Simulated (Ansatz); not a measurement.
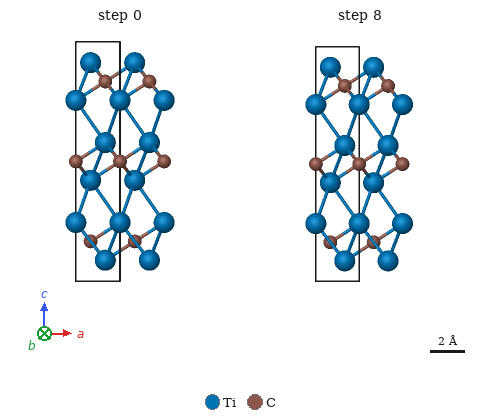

The structure of crystalline Ti2C (set up in R-3m) before (left) and after (right) a relaxation, at one scale.

Style: ball-and-stick. Shown: the conventional cell (3 times the calculation's cell), repeated 2 × 1 × 1 with one cell outlined, along the b axis. Lengths and directions refer to the drawn axes.

Case: relaxed under LDA.

Level of theory: DFT LDA, scalar-relativistic, plane waves, PAW (Ansatz).

Input file:
```yaml
crystal:
  lattice:
    - [1.5419685247, 0.8902559428, 4.8388274589]
    - [-1.5419685247, 0.8902559428, 4.8388274589]
    - [0.0, -1.7805118856, 4.8388274589]
  atoms:
    - { symbol: Ti, position: [0.2453063281, 0.2453063281, 0.2453063281] }
    - { symbol: Ti, position: [0.7546936719, 0.7546936719, 0.7546936719] }
    - { symbol: C, position: [0.5, 0.5, 0.5] }
basis:
  ecutwfc: 420
kpoints:
  mp_grid: { grid: [18, 18, 18] }
hamiltonian:
  xc: lda
scf:
  occupations: { method: fermi_dirac, width: 0.15 }
output:
  forces: true
  stress: true
  eigenvalues: true
relax:
  adjacent_minimum: "off"
  f_tol: 0.001
  max_steps: 60
  cell: { stress_tol: 0.01 }
```

Command:
```bash
ansatz run input.yaml --threads 1 --pin off --max-ram 3072MiB --backend cpu --events-out ev --progress --plain --runs-dir out
```

> What changed between the two?

Over 6 accepted moves (8 points after the start) the energy falls by 67.6 meV per cell of the calculation. Largest force component: 0.4 eV/Å at the start, under 0.0001 eV/Å at the end. Pressure: −9.74 GPa at the start and 0.00 GPa at the end. At 2 points the geometry stayed and the basis and grid were re-selected for the new cell (energy shift of 2.1 meV per cell of the calculation at most each time). The largest moves relative to the cell, 0.012 Å, are those of Ti1 and Ti2. Ti2 goes along −c. C stays in place. Cell: a = b 3.084 → 3.028 Å (−1.8 %), c 14.516 → 14.197 Å (−2.2 %). Volume −5.7 %. Among the contacts that change: Ti1–Ti2 3.115 → 3.030 Å, Ti1–Ti1 3.084 → 3.028 Å, Ti1–Ti2 (another image) 2.895 → 2.855 Å, Ti1–C3 2.115 → 2.081 Å. The space group stays R-3m (No. 166). Cost: 100 s on 1 thread of Intel(R) Xeon(R) 6975P-C (Granite Rapids), with other jobs on the host, peak memory 0.76 GiB.
